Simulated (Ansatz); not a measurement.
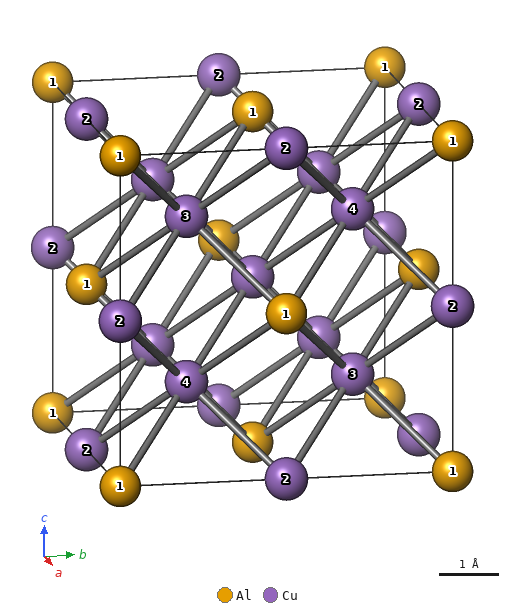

Reference structure: crystalline AlCu$_{3}$ (set up in Fm-3m). Style: ball-and-stick. Shown: the conventional cell (4 times the calculation's cell), slightly off an axis. Lengths and directions refer to the drawn axes.

Level of theory: DFT PBEsol, scalar-relativistic, plane waves, PAW in Ansatz 0.2.0. Set-up: plane-wave cutoff 420 eV; k-point mesh 16 × 16 × 16; occupations gaussian; smearing width 0.1 eV; no spin polarisation.

The variant: Biaxial strain in the a–b plane, +4.5 %, is applied. The c axis and the atoms are relaxed.

### Predict the response.

Energy change: +46.6 meV per atom. The pressure goes from 0.0 to −8.5 GPa. The principal stresses (compression positive) are 0.0 GPa along [1 1 −1] and −12.7 GPa across it. Both are metals. The volume changes by +7.4 %, with a = b = c 5.767 → 5.911 Å (+2.5 %), α 90.0° → 87.7°, β 90.0° → 87.7°, γ 90.0° → 92.3°. The atoms keep their places relative to the cell (all moves are under 0.005 Å). Among the bonded contacts that change: Al–Cu 2.497 → 2.456 to 2.593 Å, Cu–Cu 2.497 → 2.456 to 2.593 Å. The space group (tolerance 0.01 Å) goes from Fm-3m (No. 225) to R-3m (No. 166).

The changed structure in the same view:

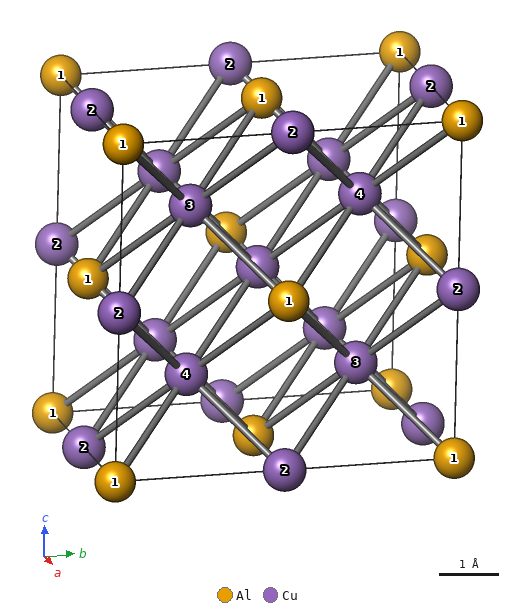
